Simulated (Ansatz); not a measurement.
# Energy of LiCl along an even scaling of the cell

System: LiCl (F-43m, 2 atoms in the cell).
Method: DFT PBE, scalar-relativistic, plane waves, PAW, no spin polarisation (Ansatz 0.2.0).

The 5 runs differ only in the geometry, by an even scaling of the cell at fixed fractional positions. The structure was made by a generator, so it may or may not be a known phase.

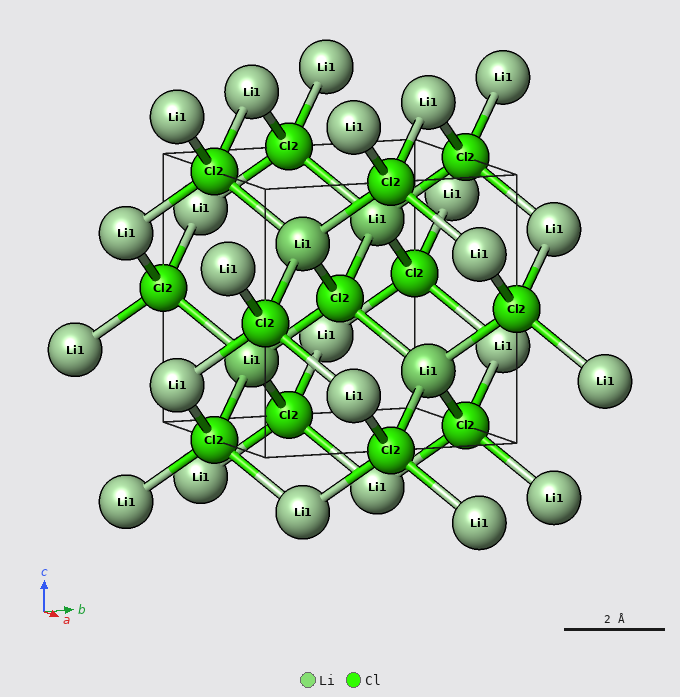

Figure 1. The structure of run 3 (ball-and-stick view of the cell 4 times as large as that of the calculation, set on its symmetry axes, seen slightly off an axis; neighbours outside the cell are drawn fainter; atoms are numbered from 1 in the order of the input).

**Input of run 3**
```yaml
crystal:
  lattice:
    - [0.0, 2.729958892, 2.729958892]
    - [2.729958892, 0.0, 2.729958892]
    - [2.729958892, 2.729958892, 0.0]
  atoms:
    - { symbol: Li, position: [0.75, 0.75, 0.75] }
    - { symbol: Cl, position: [0.5, 0.5, 0.5] }
basis:
  ecutwfc: 420
kpoints:
  mp_grid: { grid: [8, 8, 8] }
hamiltonian:
  xc: pbe
scf:
  occupations: { method: gaussian, width: 0.02 }
output:
  forces: true
  stress: true
  eigenvalues: true
```

Command:
```bash
ansatz run input.yaml --threads 1 --pin off --max-ram 2048MiB --backend cpu --events-out ev --progress --plain --runs-dir out
```

Lattice vectors (Å) and fractional positions of run 3:
```
   0.000000    2.729959    2.729959
   2.729959    0.000000    2.729959
   2.729959    2.729959    0.000000
Li  0.750000  0.750000  0.750000
Cl  0.500000  0.500000  0.500000
```

Run 4 differs from it as follows:
```diff
-    - [0.0, 2.729958892, 2.729958892]
-    - [2.729958892, 0.0, 2.729958892]
-    - [2.729958892, 2.729958892, 0.0]
+    - [0.0, 2.7851244396, 2.7851244396]
+    - [2.7851244396, 0.0, 2.7851244396]
+    - [2.7851244396, 2.7851244396, 0.0]
```

**Results, with one run withheld**

```csv
run,volume per atom (Å³),"free energy per atom, from the lowest run given (meV)",pressure (GPa),gap on the mesh (eV)
1,19.087,13.68,2.80,6.29
2,19.716,4.88,1.71,6.17
3,20.345,0.00,0.79,6.06
4,21.604,?,?,?
5,23.072,11.90,−1.89,5.65
```

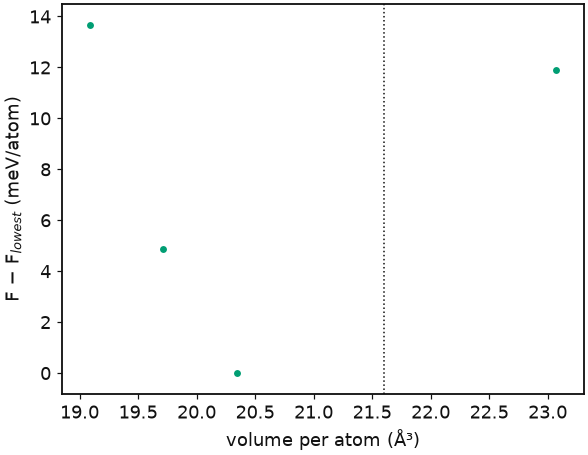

Figure 2. Free energy per atom of the runs given; the dotted line marks run 4.

What should run 4 give?

A quadratic polynomial in V^(−2/3) (the Birch–Murnaghan form), fitted to the 4 runs given, misses them by at most 0.01 meV per atom. With x = V^(−2/3) − 0.13365 Å⁻², it reads F = −0.55203 + 914.96 x + 2.0744e+05 x² (meV per atom). At run 4 it gives −0.24 meV per atom, and the run itself gives −0.18. The slope of the fit gives a pressure −dF/dV of −0.67 GPa there, and the run prints −0.67 GPa. The fit has its minimum at 20.984 Å³ per atom, where V d²F/dV² gives 24.3 GPa: the bulk modulus at this level, since symmetry fixes the shape and the positions. The gap on the mesh goes, without turning, from 6.29 eV in run 1 to 5.65 eV in run 5; run 4 has 5.86 eV. These are gaps of this functional on this mesh, which can miss the band edges; they aren't the measured gap.

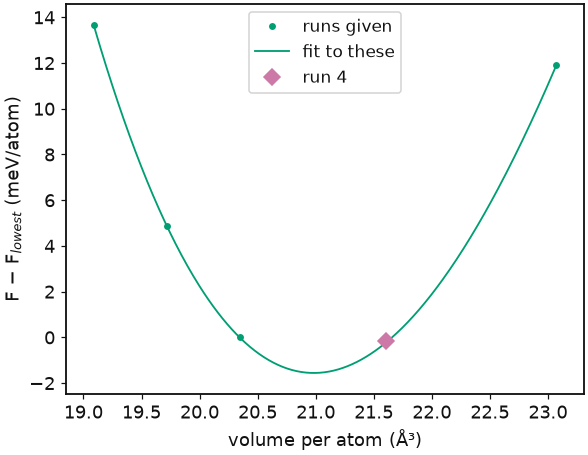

Figure 3. The fit and the withheld run.

**Output, shortened to warnings, some set-up lines, iterations and results (run 4)**
```
Basis set: ecut = 420 eV, 869 PW (Γ), exchange–correlation on 54×54×54 points (8 copies of the dense FFT grid, shifted against one another)
Symmetry: 24 space group operations
k-points: 29 of 512 (time reversal used)
Initial density: superposition of atomic densities (neutral atoms: chi_scale 0, normalization atom), corrected by the library's trained network
[...]
SCF iter   1: F=—  HF=-1287.874337 eV  |F-HF|=—  |Δ(HF+E_count)|=         —  Δρ=2.92e-4  dr2=1.85e-5  ethr=1.77e-3  ⟨swp⟩=7.3  Hψ=1891  notcnv=0
SCF iter   2: F=—  HF=-1287.874312 eV  |F-HF|=—  |Δ(HF+E_count)|=   2.50e-5  Δρ=1.08e-4  dr2=4.61e-6  ethr=1.85e-7  ⟨swp⟩=2.6  Hψ=720  notcnv=0
SCF iter   3: F=—  HF=-1287.874312 eV  |F-HF|=—  |Δ(HF+E_count)|=   8.38e-8  Δρ=5.60e-5  dr2=1.38e-6  ethr=4.61e-8  ⟨swp⟩=2.0  Hψ=377  notcnv=0
SCF iter   4: F=-1287.874312 eV  HF=-1287.874312 eV  |F-HF|=8.09e-8  |Δ(HF+E_count)|=   3.15e-7  Δρ=1.41e-5  dr2=4.87e-8  ethr=1.38e-8  ⟨swp⟩=2.2  Hψ=353  notcnv=0
SCF iter   5: F=-1287.874312 eV  HF=-1287.874312 eV  |F-HF|=1.11e-9  |Δ(HF+E_count)|=   1.02e-7  Δρ=1.87e-6  dr2=9.35e-10  ethr=4.87e-10  ⟨swp⟩=2.1  Hψ=372  notcnv=0
SCF iter   6: F=-1287.874312 eV  HF=-1287.874312 eV  |F-HF|=2.27e-11  |Δ(HF+E_count)|=  8.74e-10  Δρ=2.89e-7  dr2=3.89e-11  ethr=9.35e-12  ⟨swp⟩=1.7  Hψ=789  notcnv=0
SCF 1 converged in 6 iterations: F = -1287.874312 eV  dr2 = 3.89e-11
SCF converged after 6 iterations
Free energy (F): -1287.874312 eV
Harris-Foulkes:  -1287.874312 eV  (|F-HF|=2.27e-11)
Internal energy: -1287.874312 eV  (E = F + TS)
E sigma→0 (E₀):  -1287.874312 eV
Fermi energy:    2.351565 eV
--- Per-component energies (eV) ---
  E_band       = -121.290210
  E_kinetic    = 183.281022
  E_local      = -407.116925  (includes V_loc(G=0)·N_el)
  E_nonlocal   = -4.722910
  E_hartree    = 126.724850
  E_xc         = -118.322159
  E_vxc        = -136.410663  (∫ρ·V_xc dr)
  E_paw        = -680.466165  (= ΣΔE_a)
  E_vpaw       = -9.770463  (= ΣTr[D̂ρ^β])
  E_aug_tail   = 0.000103  (compensation charges beyond the density's cutoff)
  E_ewald      = -387.252128
  E_smearing   = -0.000000  (= −TS)
  E_closure    = 0.000000  (closes the sum)
  Σ components = -1287.874312   (vs F -1287.874312, Δ=0.00e0)
--- Forces (eV/Å), atoms counted from 1 ---
  atom   1  Li    -0.00000000     0.00000000     0.00000000
  atom   2  Cl    -0.00000000     0.00000000     0.00000000
  max |Σ_I F_I| component: 1.57e-16 eV/Å
--- Stress (GPa, compression-positive) ---
       -0.671014      -0.000000      -0.000000
       -0.000000      -0.671014       0.000000
       -0.000000       0.000000      -0.671014
  P = ⅓ Tr σ = -0.6710 GPa (-6.710 kbar)
```
